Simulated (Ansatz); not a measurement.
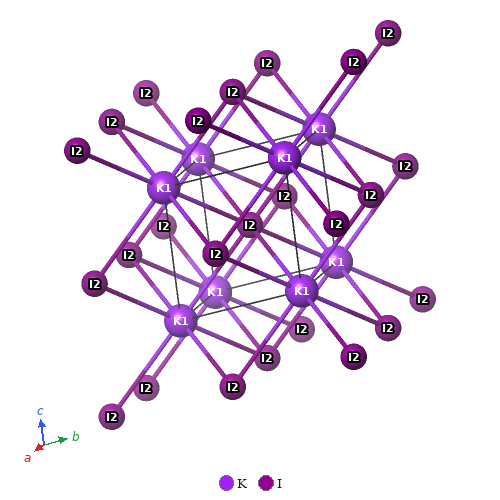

The system is KI (Fm-3m, No. 225; 2 atoms in the cell); the picture shows the reference structure. The cell is strained homogeneously, by one strain along x and y and another along z, with fractional coordinates fixed (x, y and z along the cube axes). The first coordinate is: strain along x and y; the second: strain along z. The scan uses a 5 × 5 grid. All energies are given in meV/atom relative to the lowest grid point. The reference cell is the one listed in the database, not relaxed at this level. Level of theory: DFT PBEsol, scalar-relativistic, plane waves, PAW (Ansatz 0.2.0). Settings: cutoff 420 eV, k-mesh 6×6×6, gaussian smearing 0.05 eV, no spin polarisation.

Its coordinates:

```
CELL_PARAMETERS angstrom
0.00000 3.52455 3.52455
3.52455 0.00000 3.52455
3.52455 3.52455 0.00000
ATOMIC_POSITIONS crystal
K 0.00000 0.00000 0.00000
I 0.50000 0.50000 0.50000
```

Range: strain along x and y from −8 to 8 %; strain along z from −8 to 8 %.

What will the energy surface look like?

Answer. The lowest grid point is at strain along x and y = 0 %, strain along z = 0 %. No other kind of well shows on this grid. The highest grid point, strain along x and y = −8 %, strain along z = −8 %, lies 111 meV/atom above the lowest. Round the minimum the valley is somewhat tilted: raising strain along x and y shifts the best value of strain along z downwards (coupling k₁₂/√(k₁₁k₂₂) about 0.2). The gap on the k-mesh is 3.8 eV at the lowest point and runs from 3.4 to 4.3 eV over the map.

| strain along z ↓, strain along x and y → | −8 | −4 | 0 | 4 | 8 |
| --- | --- | --- | --- | --- | --- |
| 8 | 78 | 26 | 20 | 42 | 79 |
| 4 | 70 | 16 | 7 | 26 | 60 |
| 0 | 68 | 11 | 0 | 16 | 46 |
| −4 | 79 | 19 | 5 | 17 | 45 |
| −8 | 111 | 48 | 31 | 40 | 65 |

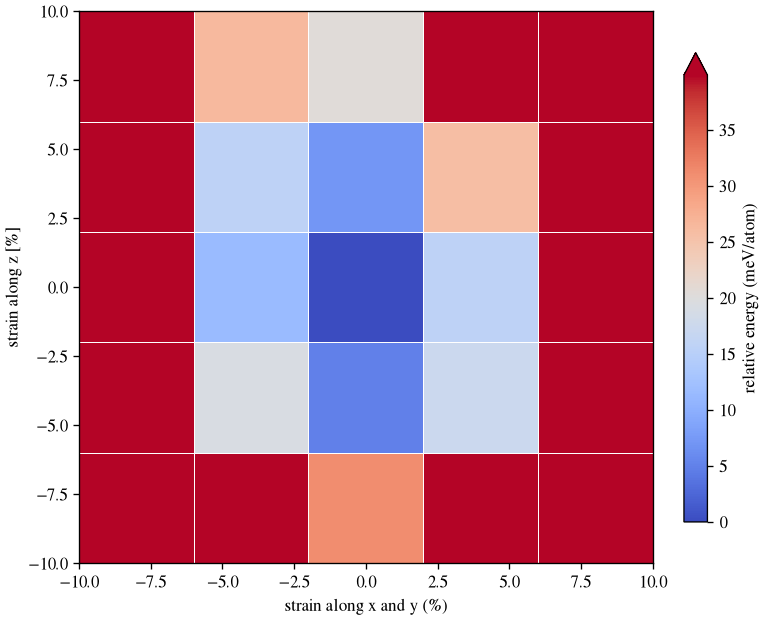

Drawn: one coloured cell a grid point, one colour for all values above the top of the scale.
